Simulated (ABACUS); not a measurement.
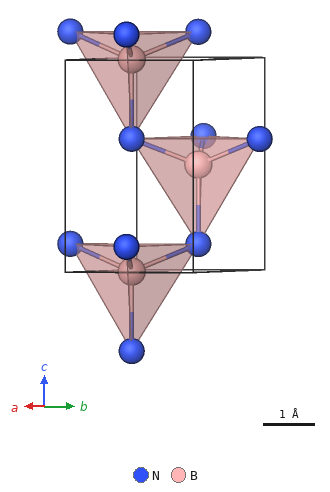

The structure as given in the input (polyhedral view of the cell of the calculation, seen at an oblique angle; polyhedra are completed across the faces of the cell).

BN: geometry relaxation (part 1 of 2)

BN (P6₃mc, 4 atoms in the cell), computed with Kohn-Sham DFT of a periodic cell, PBE, PseudoDojo NC SR 0.5 PBE standard, no spin polarisation (ABACUS 3.10.1).

The structure derives from a Materials Project entry.

### Output
```
ABACUS v3.10.1

               Atomic-orbital Based Ab-initio Computation at UStc

 ------------------------------------------------------------------------------------

 READING GENERAL INFORMATION
                           global_out_dir = OUT.BN/
                           global_in_card = INPUT
                               pseudo_dir = ./
                              orbital_dir =
                                    DSIZE = 4
                                    GSIZE = 1

 READING UNITCELL INFORMATION
                                    ntype = 2
                  lattice constant (Bohr) = 1.88973
              lattice constant (Angstrom) = 1

 READING ATOM TYPE 1
                               atom label = N
                      L=0, number of zeta = 1
                      L=1, number of zeta = 1
                      L=2, number of zeta = 1
             number of atom for this type = 2

 READING ATOM TYPE 2
                               atom label = B
                      L=0, number of zeta = 1
                      L=1, number of zeta = 1
                      L=2, number of zeta = 1
             number of atom for this type = 2

                        TOTAL ATOM NUMBER = 4
DIRECT COORDINATES
    atom                   x                   y                   z     mag                  vx                  vy                  vz
taud_N1            0.3333333333        0.6666666667        0.1251475359  0.0000        0.0000000000        0.0000000000        0.0000000000
taud_N2            0.6666666667        0.3333333333        0.6251475359  0.0000        0.0000000000        0.0000000000        0.0000000000
taud_B1            0.3333333333        0.6666666667        0.4998524641  0.0000        0.0000000000        0.0000000000        0.0000000000
taud_B2            0.6666666667        0.3333333333        0.9998524641  0.0000        0.0000000000        0.0000000000        0.0000000000

                          Volume (Bohr^3) = 161.017
                             Volume (A^3) = 23.8603

 Lattice vectors: (Cartesian coordinate: in unit of a_0)
             +2.55376                  -0                  +0
             -1.27688            +2.21162                  -0
                   +0                  +0             +4.2246
 Reciprocal vectors: (Cartesian coordinate: in unit of 2 pi/a_0)
            +0.391579           +0.226079                  -0
                   +0           +0.452157                  -0
                   +0                  -0           +0.236709
 The esolver type has been set to : ksdft_pw

                PAO radial cut off (Bohr) = 10

 Read in pseudopotential file is N.upf
                     pseudopotential type = NC
          exchange-correlation functional = PBE
                 nonlocal core correction = 1
                        valence electrons = 5
                                     lmax = 1
                           number of zeta = 2
                     number of projectors = 4
                           L of projector = 0
                           L of projector = 0
                           L of projector = 1
                           L of projector = 1
                PAO radial cut off (Bohr) = 10

 Read in pseudopotential file is B.upf
                     pseudopotential type = NC
          exchange-correlation functional = PBE
                 nonlocal core correction = 1
                        valence electrons = 3
                                     lmax = 1
                           number of zeta = 2
                     number of projectors = 4
                           L of projector = 0
                           L of projector = 0
                           L of projector = 1
                           L of projector = 1
     initial pseudo atomic orbital number = 16

 SETUP THE ELECTRONS NUMBER
             electron number of element N = 5
       total electron number of element N = 10
             electron number of element B = 3
       total electron number of element B = 6
            AUTOSET number of electrons:  = 16
                           occupied bands = 8
                                   NBANDS = 12
                                   NLOCAL = 36

 SETUP THE PLANE WAVE BASIS
 energy cutoff for charge/potential (unit:Ry) = 336
            fft grid for charge/potential = [ 30, 30, 48 ]
                        fft grid division = [ 1, 1, 1 ]
        big fft grid for charge/potential = [ 30, 30, 48 ]
                                     nbxx = 43200
                                     nrxx = 43200

 SETUP PLANE WAVES FOR CHARGE/POTENTIAL
                    number of plane waves = 16733
                         number of sticks = 547

 PARALLEL PW FOR CHARGE/POTENTIAL
     PROC   COLUMNS(POT)             PW
        1            547          16733
 --------------- sum -------------------
        1            547          16733
                            number of |g| = 867
                                  max |g| = 30.3902
                                  min |g| = 0

----------- Double Check Mixing Parameters Begin ------------
mixing_type: broyden
mixing_beta: 0.7
mixing_gg0: 1
mixing_gg0_min: 0.1
mixing_ndim: 8
----------- Double Check Mixing Parameters End ------------

 LATTICE VECTORS: (CARTESIAN COORDINATE: IN UNIT OF A0)
             +2.55376                  -0                  +0
             -1.27688            +2.21162                  -0
                   +0                  +0             +4.2246
                       right hand lattice = 1
                                   NORM_A = 2.55376
                                   NORM_B = 2.55376
                                   NORM_C = 4.2246
                           ALPHA (DEGREE) = 90
                           BETA  (DEGREE) = 90
                           GAMMA (DEGREE) = 120

 The lattice vectors have been changed (STRU_SIMPLE.cif)

(for optimal symmetric configuration:)
                             BRAVAIS TYPE = 4
                     BRAVAIS LATTICE NAME = 04. Hexagonal cell
                                    ibrav = 4
                                    IBRAV = 4
                                  BRAVAIS = HEXAGONAL CELL
                       LATTICE CONSTANT A = 2.55376
                                C/A RATIO = 1.65427
Original cell was already a primitive cell.
                        ROTATION MATRICES = 24
              PURE POINT GROUP OPERATIONS = 6
                   SPACE GROUP OPERATIONS = 12
                                       C2 = 0
                                       C3 = 2
                                       C4 = 0
                                       C6 = 0
                                       S1 = 3
                                       S3 = 0
                                       S4 = 0
                                       S6 = 0
                              POINT GROUP = C_3v
                                       C2 = 1
                                       C3 = 2
                                       C4 = 0
                                       C6 = 2
                                       S1 = 6
                                       S3 = 0
                                       S4 = 0
                                       S6 = 0
               POINT GROUP IN SPACE GROUP = C_6v

 SETUP K-POINTS
                                    nspin = 1
                   Input type of k points = Monkhorst-Pack(Gamma)
                                   nkstot = 500
                       right hand lattice = 1
(for reciprocal lattice: )
                             BRAVAIS TYPE = 4
                     BRAVAIS LATTICE NAME = 04. Hexagonal cell
                                    ibrav = 4
                       right hand lattice = 1
(for k-lattice: )
                             BRAVAIS TYPE = 4
                     BRAVAIS LATTICE NAME = 04. Hexagonal cell
                                    ibrav = 4
                       right hand lattice = 1
                        ROTATION MATRICES = 24
                               nkstot_ibz = 42
K-POINTS REDUCTION ACCORDING TO SYMMETRY
     IBZ    DIRECT_X    DIRECT_Y    DIRECT_Z  WEIGHT  ibz2bz
       1  0.00000000  0.00000000  0.00000000  0.0020       0
       2 -0.10000000  0.10000000  0.00000000  0.0120       1
       3 -0.20000000  0.20000000  0.00000000  0.0120       2
       4 -0.30000000  0.30000000  0.00000000  0.0120       3
       5 -0.40000000  0.40000000  0.00000000  0.0120       4
       6  0.50000000  0.50000000  0.00000000  0.0060       5
       7 -0.10000000  0.20000000  0.00000000  0.0120      11
       8 -0.20000000  0.30000000  0.00000000  0.0240      12
       9 -0.30000000  0.40000000  0.00000000  0.0240      13
      10  0.50000000  0.40000000  0.00000000  0.0240      14
      11 -0.20000000  0.40000000  0.00000000  0.0120      22
      12  0.50000000  0.30000000  0.00000000  0.0240      23
      13  0.40000000  0.40000000  0.00000000  0.0120      24
      14  0.40000000  0.30000000  0.00000000  0.0120      33
      15  0.00000000  0.00000000  0.20000000  0.0040     100
      16 -0.10000000  0.10000000  0.20000000  0.0240     101
      17 -0.20000000  0.20000000  0.20000000  0.0240     102
      18 -0.30000000  0.30000000  0.20000000  0.0240     103
      19 -0.40000000  0.40000000  0.20000000  0.0240     104
      20  0.50000000  0.50000000  0.20000000  0.0120     105
      21 -0.10000000  0.20000000  0.20000000  0.0240     111
      22 -0.20000000  0.30000000  0.20000000  0.0480     112
      23 -0.30000000  0.40000000  0.20000000  0.0480     113
      24  0.50000000  0.40000000  0.20000000  0.0480     114
      25 -0.20000000  0.40000000  0.20000000  0.0240     122
      26  0.50000000  0.30000000  0.20000000  0.0480     123
      27  0.40000000  0.40000000  0.20000000  0.0240     124
      28  0.40000000  0.30000000  0.20000000  0.0240     133
      29  0.00000000  0.00000000  0.40000000  0.0040     200
      30 -0.10000000  0.10000000  0.40000000  0.0240     201
[... 12 further k points ...]

                               nkstot now = 42
[... K-POINTS DIRECT COORDINATES: 42 rows ...]

           k-point number in this process = 11
       minimum distributed K point number = 10
[... stars of the k points ...]

[... K-POINTS CARTESIAN COORDINATES: 11 rows ...]

[... K-POINTS DIRECT COORDINATES: 11 rows ...]

 SETUP PLANE WAVES FOR WAVE FUNCTIONS
     energy cutoff for wavefunc (unit:Ry) = 84
              fft grid for wave functions = [ 30, 30, 48 ]
                    number of plane waves = 3075
                         number of sticks = 169

 PARALLEL PW FOR WAVE FUNCTIONS
     PROC   COLUMNS(POT)             PW
        1            169           3075
 --------------- sum -------------------
        1            169           3075

 SETUP NONLOCAL PSEUDOPOTENTIALS IN PLANE WAVE BASIS
 N non-local projectors:
 projector 1 L=0
 projector 2 L=0
 projector 3 L=1
 projector 4 L=1
 B non-local projectors:
 projector 1 L=0
 projector 2 L=0
 projector 3 L=1
 projector 4 L=1
      TOTAL NUMBER OF NONLOCAL PROJECTORS = 32

 Init Non-Local PseudoPotential table :
 Init Non-Local-Pseudopotential done.

                                     npwx = 2106

 Make real space PAO into reciprocal space.
       max mesh points in Pseudopotential = 1001
     dq(describe PAO in reciprocal space) = 0.01
                                    max q = 1104

 number of pseudo atomic orbitals for N is 2
WARNING: norm of atomic wavefunction # 2 of atomic type N is 0.999999, renormalized

 number of pseudo atomic orbitals for B is 2
WARNING: norm of atomic wavefunction # 2 of atomic type B is 0.999877, renormalized

 -------------------------------------------
 SELF-CONSISTENT
 -------------------------------------------
                                 init_chg = atomic

 PW ALGORITHM --------------- ION=   1  ELEC=   1--------------------------------

 Density error is 0.42592286292
                          Error Threshold = 0.01
----------------------------------------------------------
     Energy           Rydberg                 eV
----------------------------------------------------------
 E_KohnSham     -53.4949189296       -727.8357114913
 E_Harris       -51.3929444853       -699.2368819974
 E_Fermi        1.1122944291         15.1335420890
----------------------------------------------------------

 PW ALGORITHM --------------- ION=   1  ELEC=   2--------------------------------

 Density error is 0.102357521246
                          Error Threshold = 0.00266201789325
----------------------------------------------------------
     Energy           Rydberg                 eV
----------------------------------------------------------
 E_KohnSham     -53.5846374916       -729.0563951497
 E_Harris       -54.4267684939       -740.5141752443
 E_Fermi        1.0442759407         14.2081030781
----------------------------------------------------------

 PW ALGORITHM --------------- ION=   1  ELEC=   3--------------------------------

 Density error is 0.00356088461746
                          Error Threshold = 0.000639734507786
----------------------------------------------------------
     Energy           Rydberg                 eV
----------------------------------------------------------
 E_KohnSham     -53.6055562479       -729.3410094306
 E_Harris       -53.4400199644       -727.0887727497
 E_Fermi        0.8806520442         11.9818857565
----------------------------------------------------------

 PW ALGORITHM --------------- ION=   1  ELEC=   4--------------------------------

 Density error is 0.000157276908143
                          Error Threshold = 2.22555288591e-05
----------------------------------------------------------
     Energy           Rydberg                 eV
----------------------------------------------------------
 E_KohnSham     -53.6061100182       -729.3485438627
 E_Harris       -53.5771168256       -728.9540712396
 E_Fermi        0.8904679605         12.1154381489
----------------------------------------------------------

 PW ALGORITHM --------------- ION=   1  ELEC=   5--------------------------------

 Density error is 1.64590046013e-05
                          Error Threshold = 9.82980675894e-07
----------------------------------------------------------
     Energy           Rydberg                 eV
----------------------------------------------------------
 E_KohnSham     -53.6061516217       -729.3491099071
 E_Harris       -53.6126812586       -729.4379501754
 E_Fermi        0.8903473163         12.1137967007
----------------------------------------------------------

 PW ALGORITHM --------------- ION=   1  ELEC=   6--------------------------------

 Density error is 3.50769576106e-08
                          Error Threshold = 1.02868778758e-07
----------------------------------------------------------
     Energy           Rydberg                 eV
```
